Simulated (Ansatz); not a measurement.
Structure data:

```
CELL_PARAMETERS angstrom
5.47297 0.00000 0.00000
0.00000 5.47297 0.00000
0.00000 0.00000 5.47297
ATOMIC_POSITIONS crystal
Al 0.00000 0.00000 0.00000
P 0.25000 0.25000 0.25000
Al 0.00000 0.50000 0.50000
P 0.25000 0.75000 0.75000
Al 0.50000 0.00000 0.50000
P 0.75000 0.25000 0.75000
Al 0.50000 0.50000 0.00000
P 0.75000 0.75000 0.25000
```

Say what kind of structure these coordinates give.

Formula: AlP. The symmetry is that of F-43m (No. 216), on a face-centred cubic lattice. It belongs to the family called zinc blende (sphalerite type). In the cell are 4 Al, 4 P, which makes 4 formula units. About every Al there are four P in a tetrahedral arrangement at 2.37 Å. P is linked to four Al in a tetrahedral arrangement at 2.37 Å. The bonds build a three-dimensional framework.

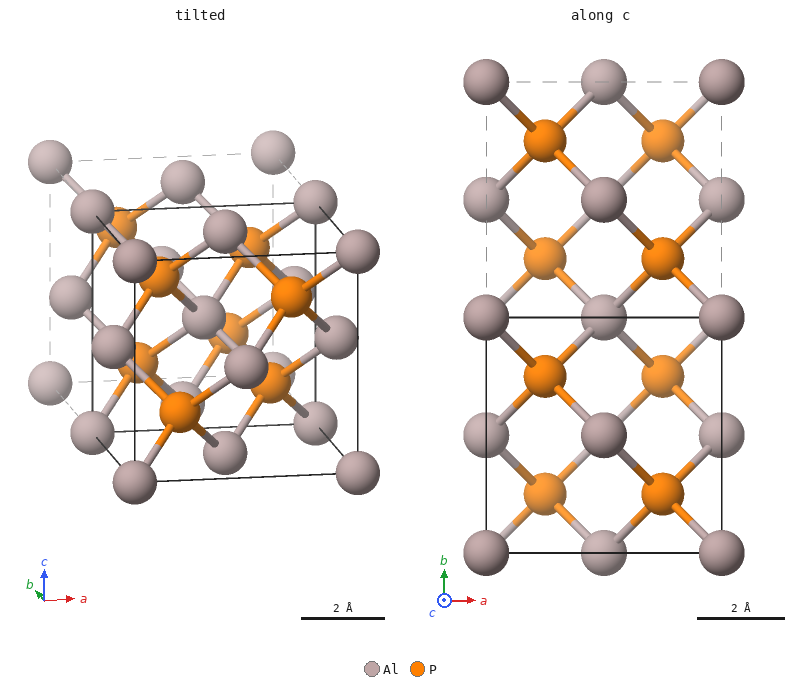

Ball-and-stick representation of a periodic structure, projected slightly off an axis and along the c axis. A 1×2×1 array of cells is drawn; the conventional unit cell has the solid edges. Colours: aluminium light grey, phosphorus orange.

The structure was taken from a structure listed in the Materials Project. Earlier steps of the study may have refined or changed the cell and positions. Ansatz was used for an electronic-structure calculation on it.

At this level of theory the cell isn't at rest (stretched, at -11 GPa), so its distances can differ from those at equilibrium, the more so the softer the solid.
